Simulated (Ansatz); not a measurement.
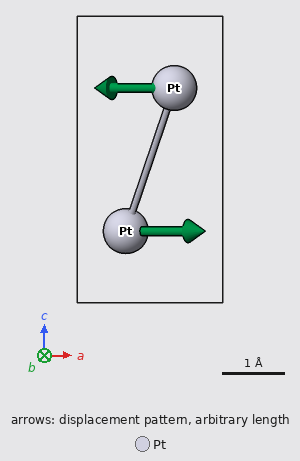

One vibrational mode of a crystal of Pt at the zone centre. The green arrows are the displacements of the atoms (eigenvector over the root of the mass), of arbitrary overall length and sign. A ball-and-stick model of the cell of the calculation, seen along the b axis.

Theory: DFT PBEsol, scalar-relativistic, plane waves, PAW in Ansatz 0.2.0. Settings: plane-wave cutoff 420 eV; k-point mesh 18 × 18 × 10; occupations fermi dirac; smearing width 0.15 eV; no spin polarisation.

The frequencies depend somewhat on the k-mesh and the smearing.

**Give the symmetry, activity and frequency of this mode.**

This is the E₂g mode (doubly degenerate; one member of the set is drawn) at 37 cm⁻¹, the lowest optical level, Raman-active by symmetry. All motion is along a; atoms of one kind move against one another, with no net shift of their sublattice.
